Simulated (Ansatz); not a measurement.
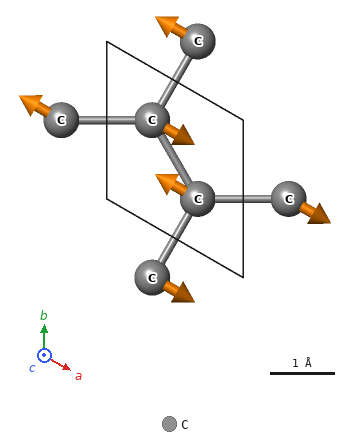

One vibrational mode of solid C (a generated structure) at the zone centre. The orange arrows are the displacements of the atoms (eigenvector over the root of the mass), of arbitrary overall length and sign. Style: ball-and-stick. Shown: the cell of the calculation, along the c axis.

Computed with Ansatz, DFT PBE, scalar-relativistic, plane waves, PAW. Settings: plane-wave cutoff 420 eV; k-point mesh 24 × 24 × 12; occupations fermi dirac; smearing width 0.15 eV; no spin polarisation.

The frequencies depend somewhat on the k-mesh and the smearing.

Question: What mode is this, and where does it lie in the spectrum?

Answer: This is the E₂g mode (doubly degenerate; one member of the set is drawn) at 1555 cm⁻¹, the highest optical level, Raman-active by symmetry. All motion is along a; atoms of one kind move against one another, with no net shift of their sublattice; it stretches the shortest C–C bonds (1.42 Å).

Limits of the set-up: layers or molecules are held without a dispersion correction, so their spacing is unreliable.
